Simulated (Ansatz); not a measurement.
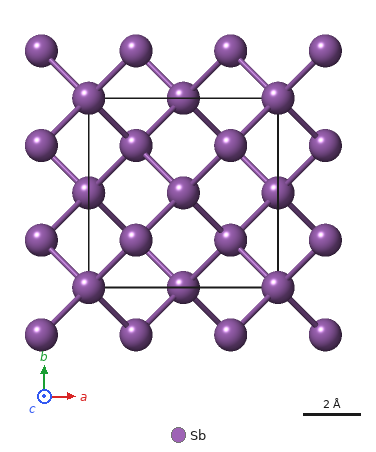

This is the input geometry for a relaxation of solid Sb (a generated structure, set up in Fd-3m). A ball-and-stick model of the conventional cell (4 times the calculation's cell), seen along the c axis. Lengths and directions refer to the drawn axes.

Case: Sn → Sb on all its sites, cell and atoms relaxed.

Method: DFT PBE, scalar-relativistic, plane waves, PAW in Ansatz.

Input file:
```yaml
crystal:
  lattice:
    - [0.0, 3.3291058904, 3.3291058904]
    - [3.3291058904, 0.0, 3.3291058904]
    - [3.3291058904, 3.3291058904, 0.0]
  atoms:
    - { symbol: Sb, position: [0.0, 0.0, 0.0] }
    - { symbol: Sb, position: [0.25, 0.25, 0.25] }
basis:
  ecutwfc: 420
kpoints:
  mp_grid: { grid: [12, 12, 12] }
hamiltonian:
  xc: pbe
scf:
  occupations: { method: gaussian, width: 0.1 }
output:
  forces: true
  stress: true
  eigenvalues: true
relax:
  adjacent_minimum: "off"
  f_tol: 0.01
  max_steps: 60
  cell: { stress_tol: 0.1 }
```

Launched with:
```bash
ansatz run input.yaml --threads 1 --pin off --max-ram 2560MiB --backend cpu --events-out ev --progress --plain --runs-dir out
```

> Predict the outcome.

The atoms keep their places relative to the cell (all moves are under 0.005 Å). The drawn cell changes as follows: a = b = c 6.658 → 6.983 Å (+4.9 %); the volume changes by +15.3 %. Some distances before and after: Sb1–Sb2 2.883 → 3.024 Å. The space group stays Fd-3m (No. 227). The energy falls by 93.9 meV per atom in 1 accepted move (2 points after the start). All forces vanish by symmetry, so only the cell relaxes. The pressure goes from 5.90 to 0.05 GPa. The SCF was repeated once at an unchanged geometry on a basis and grid sized afresh for the cell, which shifted the energy by 0.7 meV per atom at most. The run took 13 s on 1 thread of AMD EPYC 7R43 64-Core Processor (Zen 3), on a shared host, peak memory 0.47 GiB.

After the run, drawn alike:

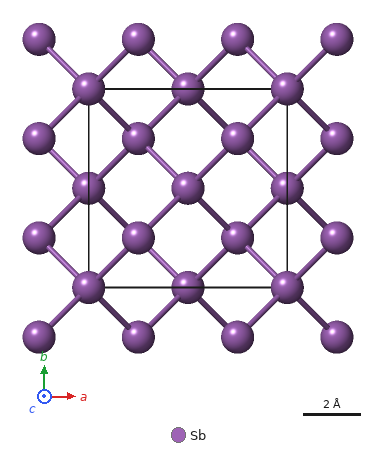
